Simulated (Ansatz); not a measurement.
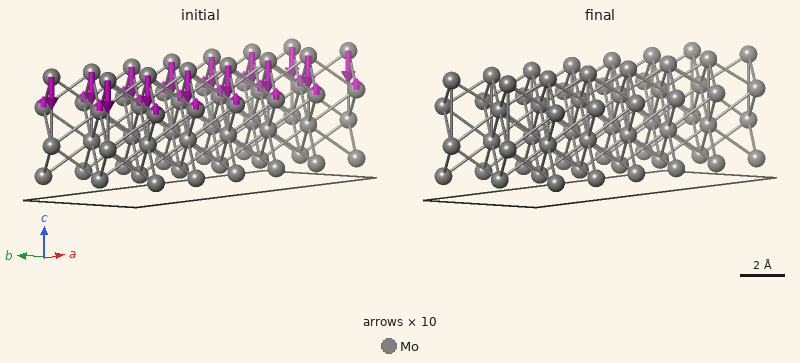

The structure of a slab of composition Mo (cut from the Im-3m phase) before (left) and after (right) a constrained relaxation, at one scale. The purple arrows give the displacements, 10 times their true length.

A ball-and-stick model of the 1 × 2 repeat of the cell, outlined in the plane, without the vacuum (origin shifted), seen from a free direction.

Case: flat (0 0 1) slab. 12 atoms are held fixed.

All numbers below come from Ansatz 0.2.0, DFT PBE, scalar-relativistic, plane waves, PAW. (plane-wave cutoff 420 eV; k-point mesh 2 × 10 × 1; occupations gaussian; smearing width 0.1 eV; no spin polarisation; dipole correction; atoms relaxed in a fixed cell; force threshold 0.02 eV/Å; at most 45 steps)

Q: Summarise the run.

A: After 4 geometry steps the energy has fallen by 1.157 eV per cell of the calculation. Largest force component: 1.7 eV/Å at the start, 0.00088 eV/Å at the end. The largest moves, 0.15 Å, are those of Mo atoms. The lattice vectors keep their values. Among the contacts that change: Mo–Mo 3.160 → 3.008 Å, Mo–Mo 2.737 → 2.623 Å, Mo–Mo 2.737 → 2.769 Å. Bond angles that change, for instance: Mo–Mo–Mo 109.5° → 116.9°, Mo–Mo–Mo 70.5° → 74.1°. The run took 12 min on 4 threads of Intel(R) Xeon(R) Processor @ 2.50GHz (Skylake/Cascade Lake), on a shared host, peak memory 4.7 GiB.
